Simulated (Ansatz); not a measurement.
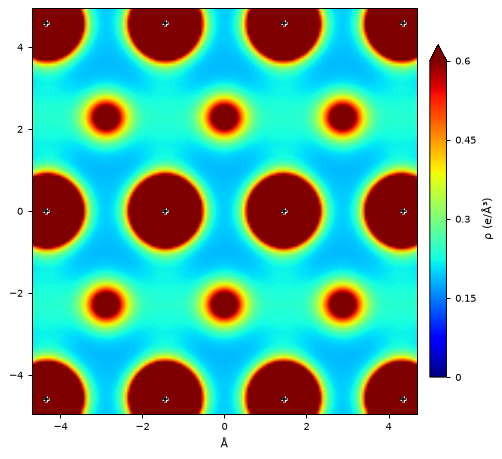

The valence charge density (pseudo) on a plane through atoms (crosses mark nuclei in the plane).

These are results of Ansatz 0.2.0, DFT PBEsol, scalar-relativistic, plane waves, PAW, not measurements.

Candidates:
A. Co, a = 2.46 Å, b = 2.46 Å, c = 3.97 Å, α = 90.00°, β = 90.00°, γ = 120.00°. Space group P6₃/mmc; spin-polarised.
B. W, a = 3.09 Å, b = 3.09 Å, c = 3.09 Å, α = 90.00°, β = 90.00°, γ = 90.00°. Space group Im-3m; changed on purpose from its base cell (volume × 0.94); computed pressure about 23 GPa in this cell.
C. Ti, a = 2.90 Å, b = 2.90 Å, c = 4.59 Å, α = 90.00°, β = 90.00°, γ = 120.00°. Space group P6₃/mmc; computed without spin polarisation.

Which system is this?

Candidate C: Ti on the (010) plane of the conventional cell, which holds Ti. Ti–Ti (2.90 Å): ρ at the midpoint is about 0.2 e/Å³.
